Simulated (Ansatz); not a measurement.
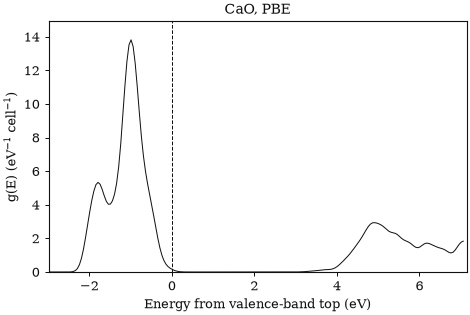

Density of states. Energies are counted from the top of the valence band. The curve is built from the levels of the k mesh with Gaussians 0.3 eV wide, which also blur the band edges.

System: CaO, space group P2_1/m (No. 11), 4 atoms in the cell, wurtzite type, shear (xy) strain −0.6%.

Space group P2_1/m (No. 11). a = 3.970 Å, b = 4.770 Å, c = 3.981 Å, α = 90.00°, β = 119.72°, γ = 90.00°
```
atom  site  symmetry       x       y       z
  Ca    2e         m  0.6667  0.7500  0.3324
   O    2e         m  0.6667  0.2500  0.3328
```

Computed with Ansatz: DFT, PBE, plane waves, PAW, no spin polarisation, 12×12×6 k mesh, 420 eV cutoff, Fermi-Dirac smearing of 0.02 eV.

Is there a gap at the Fermi level, and how wide?

There is a gap; over the k points computed it is 3.21 eV (direct among those points).

Where is the tallest peak of the filled states in the window?

Within the window shown, the tallest peak of the filled states lies 1.0 eV under the valence-band top, at about 14 states per eV and cell.
